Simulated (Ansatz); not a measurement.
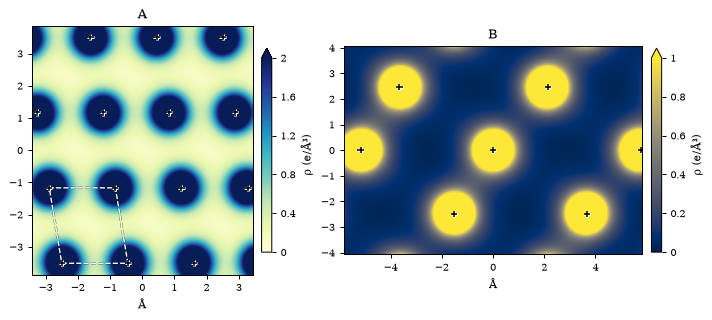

The valence electron density of 2 systems, each on a plane through atoms (crosses mark nuclei in the plane).

All numbers below come from DFT LDA, scalar-relativistic, plane waves, PAW (Ansatz).

System 1: N, the (110) plane of the conventional cell. Space group P-1; a structure from a database of computed crystals, not necessarily the ambient phase; computed pressure about −2 GPa in this cell; computed without spin polarisation.

System 2: Sb, the (110) plane of the conventional cell. Space group R-3m.

```yaml
crystal:
  lattice:
    - [4.29405, 0.00000, 0.00000]
    - [-2.14703, 3.71876, 0.00000]
    - [0.00000, 0.00000, 10.96984]
  atoms:
    - { symbol: Sb, position: [0.00000, 0.00000, 0.23582] }
    - { symbol: Sb, position: [0.66667, 0.33333, 0.56915] }
    - { symbol: Sb, position: [0.33333, 0.66667, 0.90248] }
    - { symbol: Sb, position: [0.66667, 0.33333, 0.09752] }
    - { symbol: Sb, position: [0.33333, 0.66667, 0.43085] }
    - { symbol: Sb, position: [0.00000, 0.00000, 0.76418] }
```

Match each panel to its system.

Answer. Panel A is system 1, N: the plane holds N. N–N (2.05 Å): ρ is about 0.47 e/Å³ halfway. Panel B is system 2, Sb: the plane holds Sb. Sb–Sb (2.91 Å): ρ at the midpoint is about 0.34 e/Å³.
